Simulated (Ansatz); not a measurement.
Consider NiGe.

```yaml
crystal:
  lattice:
    - [0.00000, -3.44002, 0.00000]
    - [0.00000, 0.00000, 5.73926]
    - [-5.31079, 0.00000, 0.00000]
  atoms:
    - { symbol: Ni, position: [0.00000, 0.93887, 0.99054] }
    - { symbol: Ni, position: [0.50000, 0.56113, 0.97651] }
    - { symbol: Ni, position: [0.50000, 0.43887, 0.47651] }
    - { symbol: Ni, position: [0.00000, 0.06113, 0.49054] }
    - { symbol: Ge, position: [0.00000, 0.33840, 0.18836] }
    - { symbol: Ge, position: [0.50000, 0.16160, 0.81164] }
    - { symbol: Ge, position: [0.50000, 0.83840, 0.31164] }
    - { symbol: Ge, position: [0.00000, 0.66160, 0.68836] }
```

Space group Pmc2₁; changed on purpose from its base cell (all Ni atoms moved +0.087 Å, as atom 1 along Cartesian [1 0 0]); not relaxed (largest force 0.7 eV/Å); computed without spin polarisation.

Method: DFT PBEsol, scalar-relativistic, plane waves, PAW in Ansatz.

Q: Predict the electron localisation function between the atoms.

A: Ni–Ge (2.26 Å): the ELF is about 0.40 at the midpoint.

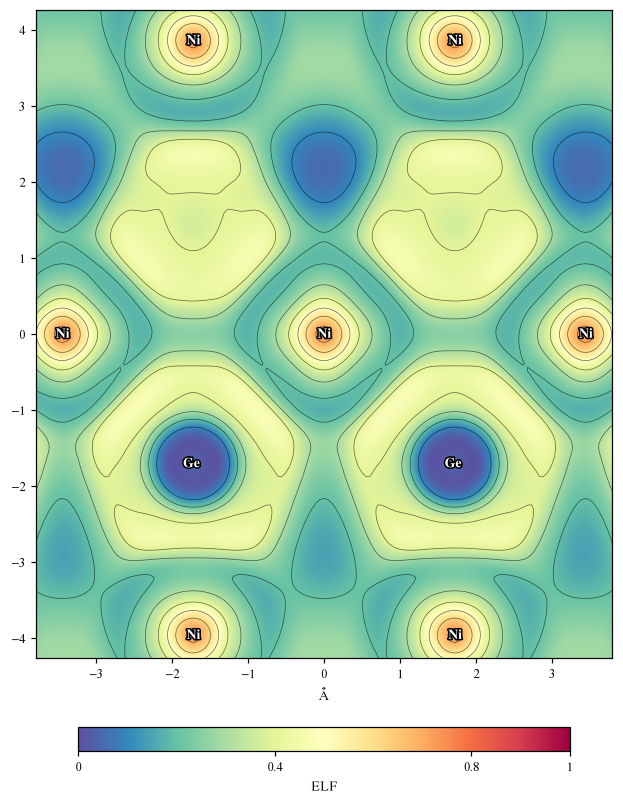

Computed electron localisation function on the (011) plane of the conventional cell. Atoms just off the plane (Ge, 0.7 Å away) can leave unmarked features too.

Core electrons are frozen (PAW), and the valence fields are smoothed inside the atomic spheres.
